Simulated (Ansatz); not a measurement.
# Cr: 7 runs along one coordinate

System: Cr (4 atoms in the cell).
Method: DFT, revPBE, plane waves (420 eV) with PAW, scalar-relativistic, spin-polarised (Ansatz 0.2.0).

The 7 runs differ only in the geometry, by an even scaling of the cell at fixed fractional positions.

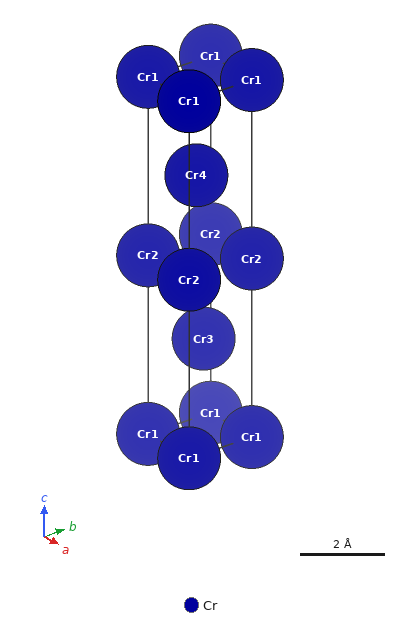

Figure 1. The structure of run 4 (spheres-only view of the cell of the calculation, seen slightly off an axis; atoms are numbered from 1 in the order of the input).

**Input of run 4**
```yaml
crystal:
  lattice:
    - [2.5095438486, 0.0, 0.0]
    - [-1.2547719243, 2.1733287248, 0.0]
    - [0.0, 0.0, 8.861797062]
  atoms:
    - { symbol: Cr, position: [1.0, 1.0, 1.0], spin: 1.5 }
    - { symbol: Cr, position: [1.0, 1.0, 0.5], spin: 1.5 }
    - { symbol: Cr, position: [0.3333333333, 0.6666666667, 0.25], spin: 1.5 }
    - { symbol: Cr, position: [0.6666666667, 0.3333333333, 0.75], spin: 1.5 }
hamiltonian:
  xc: revpbe
  pseudopotentials:
    kind: paw
    azcp:
      Cr: "pseudopotentials/Cr.paw.azcp"
basis:
  ecutwfc: 420
  fft_grid_basis: typed
kpoints:
  mp_grid: { grid: [16, 16, 4], shift: [0, 0, 0] }
magnetization:
  spin_polarized: true
scf:
  occupations: { method: fermi_dirac, width: 0.05 }
  lower_state_search: "off"
output:
  stress: true
```

Lattice vectors (Å) and fractional positions of run 4:
```
   2.509544    0.000000    0.000000
  -1.254772    2.173329    0.000000
   0.000000    0.000000    8.861797
Cr  1.000000  1.000000  1.000000
Cr  1.000000  1.000000  0.500000
Cr  0.333333  0.666667  0.250000
Cr  0.666667  0.333333  0.750000
```

Run 5 differs from it as follows:
```diff
-    - [2.5095438486, 0.0, 0.0]
-    - [-1.2547719243, 2.1733287248, 0.0]
-    - [0.0, 0.0, 8.861797062]
+    - [2.5425679495, 0.0, 0.0]
+    - [-1.2712839748, 2.2019284351, 0.0]
+    - [0.0, 0.0, 8.9784130281]
```

**Results, with one run withheld**

| run | volume per atom (Å³) | free energy per atom, from the lowest run given (meV) | pressure (GPa) |
| --- | --- | --- | --- |
| 1 | 10.633 | 153.63 | 37.80 |
| 2 | 11.117 | 63.42 | 22.54 |
| 3 | 11.600 | 14.79 | 10.13 |
| 4 | 12.083 | 0.00 | 0.03 |
| 5 | 12.567 | ? | ? |
| 6 | 13.050 | 47.80 | −14.84 |
| 7 | 13.533 | 100.98 | −20.22 |

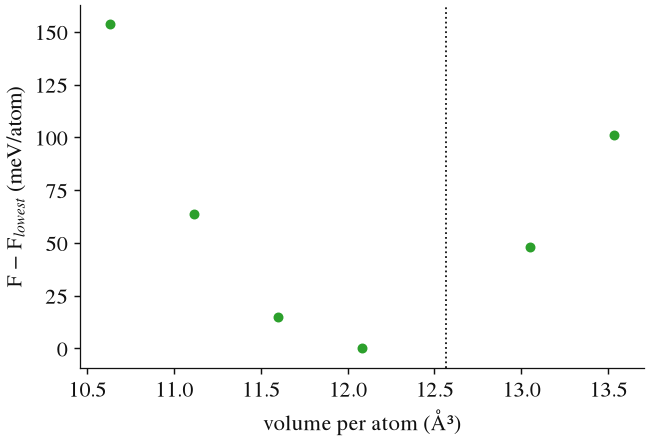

Figure 2. Free energy per atom of the runs given; the dotted line marks run 5.

Estimate the energy of run 5 from the others.

A cubic polynomial in V^(−2/3) (the Birch–Murnaghan form), fitted to the 6 runs given, misses them by at most 0.07 meV per atom. With x = V^(−2/3) − 0.19152 Å⁻², it reads F = 1.4599 + 1747.5 x + 5.3425e+05 x² + 1.8209e+05 x³ (meV per atom). At run 5 it gives 12.71 meV per atom, and the run itself gives 12.73. The slope of the fit gives a pressure −dF/dV of −8.16 GPa there, and the run prints −8.18 GPa. The fit has its minimum at 12.086 Å³ per atom, where V d²F/dV² gives 227 GPa. Cell shape and fractional positions are held, so this is the stiffness under even scaling; the relaxed bulk modulus wasn't computed.

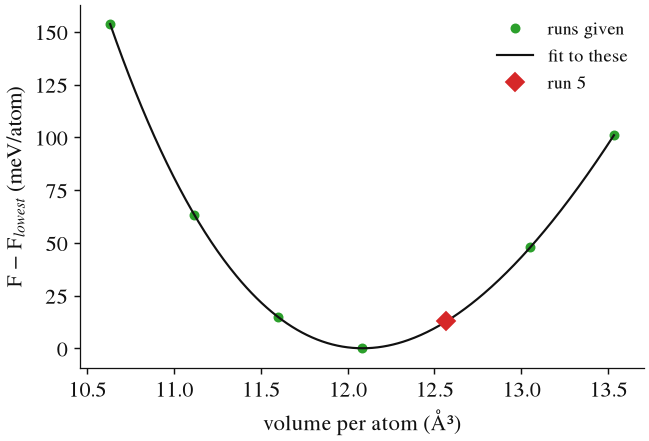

Figure 3. The fit and the withheld run.

**Output, shortened to warnings, some set-up lines, iterations and results (run 5)**
```
WARN: the starting moments were not kept: the SCF closed with an absolute magnetisation of 3.6e-5 μB, where they sum to 6 μB in size (4 sites). That is at most 0.1 of that sum. Measured as dr2_m measures the in/out step, that magnetisation stands 3.3e-10 eV from none, at or under the dr2_threshold of 1.0e-7 eV: it is no larger than a step whose dr2_m would equal this threshold. The system may …
Basis set: ecut = 420 eV, 997 PW (Γ)
Symmetry: 24 space group operations
k-points: 90 of 1024
Initial density: superposition of atomic densities (chi_scale 0.1, normalization cell)
[...]
SCF iter   1: F=—  HF=-13527.472847 eV  |F-HF|=—  |Δ(HF+E_count)|=         —  Δρ=1.95e-1 (↑1.95e-1 ↓5.59e-2)  dr2=2.29e1  dr2_m=3.30e0  M=2.951 μB ∫|m|=2.953 μB  β_m=0.30  …
SCF iter   2: F=—  HF=-13523.234791 eV  |F-HF|=—  |Δ(HF+E_count)|=    4.24e0  Δρ=1.08e-1 (↑1.08e-1 ↓3.55e-2)  dr2=6.10e0  dr2_m=1.42e0  M=3.006 μB ∫|m|=3.011 μB  β_m=0.30  …
SCF iter   3: F=—  HF=-13521.974856 eV  |F-HF|=—  |Δ(HF+E_count)|=    1.26e0  Δρ=4.48e-2 (↑3.62e-2 ↓4.48e-2)  dr2=1.15e0  dr2_m=5.20e-1  M=3.145 μB ∫|m|=3.149 μB  β_m=0.30  …
SCF iter   4: F=—  HF=-13522.198043 eV  |F-HF|=—  |Δ(HF+E_count)|=   2.23e-1  Δρ=5.58e-2 (↑5.58e-2 ↓5.17e-2)  dr2=6.56e0  dr2_m=4.43e-1  M=2.829 μB ∫|m|=2.835 μB  β_m=0.30  …
SCF iter   5: F=—  HF=-13521.967610 eV  |F-HF|=—  |Δ(HF+E_count)|=   2.30e-1  Δρ=3.29e-2 (↑3.29e-2 ↓2.29e-2)  dr2=5.57e-2  dr2_m=3.54e-1  M=2.553 μB ∫|m|=2.560 μB  β_m=0.30  …
[... 19 lines ...]
SCF iter  25: F=-13522.176375 eV  HF=-13522.176375 eV  |F-HF|=3.67e-9  |Δ(HF+E_count)|=   2.09e-8  Δρ=4.05e-6 (↑4.05e-6 ↓2.72e-6)  dr2=8.45e-9  dr2_m=3.80e-9  M=-0.000 μB …
SCF iter  26: F=-13522.176375 eV  HF=-13522.176376 eV  |F-HF|=2.21e-8  |Δ(HF+E_count)|=   1.85e-8  Δρ=5.04e-6 (↑5.04e-6 ↓2.80e-6)  dr2=2.54e-8  dr2_m=1.87e-9  M=-0.000 μB …
SCF iter  27: F=-13522.176375 eV  HF=-13522.176376 eV  |F-HF|=1.24e-8  |Δ(HF+E_count)|=  6.08e-10  Δρ=2.74e-6 (↑2.74e-6 ↓1.87e-6)  dr2=1.32e-8  dr2_m=6.03e-10  M=-0.000 μB …
SCF iter  28: F=-13522.176376 eV  HF=-13522.176376 eV  |F-HF|=2.08e-9  |Δ(HF+E_count)|=  5.44e-10  Δρ=1.15e-6 (↑1.15e-6 ↓9.10e-7)  dr2=2.13e-9  dr2_m=4.27e-11  M=-0.000 μB …
SCF 1 converged in 28 iterations: F = -13522.176376 eV  dr2 = 2.13e-9
SCF converged after 28 iterations
Magnetization: -0.0000 μB (28.0000 up, 28.0000 down)
Absolute magnetization: 0.0000 μB (∫|ρ↑−ρ↓|, with the PAW one-centre terms)
Spin contamination: 0.0000 ħ² per cell (⟨S²⟩ above its minimum at these occupations)
Per-site moments (μB) at R_I (Å): [(-1.1541443961920463e-5, 1.0488092791651515), (-1.1541443961980375e-5, 1.0488092791651515), (3.4181867975302414e-6, 1.0488092791651515), (3.4181867973727936e-6, 1.0488092791651515)]
Free energy (F): -13522.176376 eV
Harris-Foulkes:  -13522.176376 eV  (|F-HF|=2.08e-9)
Internal energy: -13522.120671 eV  (E = F + TS)
E sigma→0 (E₀):  -13522.148523 eV
Entropy (-TS):   -0.055704 eV (-13.926 meV/atom)
Fermi energy:    17.530949 eV
--- Per-component energies (eV) ---
  E_band       = -666.581164
  E_kinetic    = 1367.074259
  E_local      = -5010.864063  (includes V_loc(G=0)·N_el)
  E_nonlocal   = 311.600685
  E_hartree    = 2165.743897
  E_xc         = -558.073947
  E_vxc        = -710.998832  (∫ρ·V_xc dr)
  E_paw        = -4791.505636  (= ΣΔE_a)
  E_vpaw       = -954.882007  (= ΣTr[D̂ρ^β])
  E_aug_tail   = 0.001636  (compensation charges beyond the density's cutoff)
  E_ewald      = -7005.951806
  E_core_change = -0.145697  (= ΣΔE_core)
  E_smearing   = -0.055704  (= −TS)
  E_closure    = 0.000000  (closes the sum)
  Σ components = -13522.176376   (vs F -13522.176376, Δ=0.00e0)
--- Stress (GPa, compression-positive) ---
       -8.335082       0.000000       0.000000
        0.000000      -8.335082       0.000000
        0.000000       0.000000      -7.863304
  P = ⅓ Tr σ = -8.1778 GPa (-81.778 kbar)
```

The program warns: some starting moments were not kept.
